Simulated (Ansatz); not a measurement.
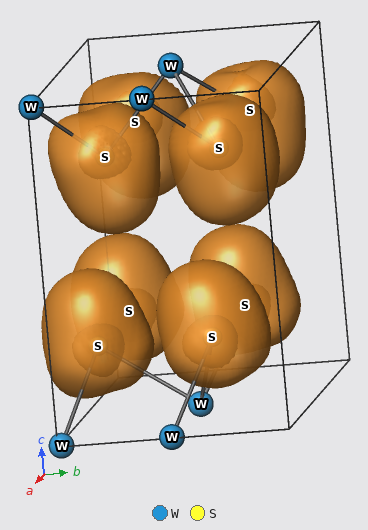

Figure 1: W$_{3}$S$_{8}$ (distorted or defective cell). Isosurface of the ELF at 0.7 (orange), seen slightly off an axis. Only the valence region is drawn (cores and ρ < 0.01 e/Å³ removed). Sticks mark near contacts.

Theory: Ansatz 0.2.0, DFT PBE, scalar-relativistic, plane waves, PAW.

Core electrons are frozen (PAW), and the valence fields are smoothed inside the atomic spheres.

Q: Describe the localisation domains.

A: The ELF exceeds this value in eight regions wrapped around S (the valence shell of each), counted in one cell of 11 atoms. Any copies at cell faces, edges or corners count once.

Values along the shortest contacts:
W–S (2.38 Å): the ELF peaks at about 0.85 in the valence shell of S, 0.8 Å from its nucleus, and is about 0.50 at the midpoint. W–S (2.45 Å): the ELF peaks at about 0.85 in the valence shell of S, 0.8 Å from its nucleus, and is about 0.50 at the midpoint.
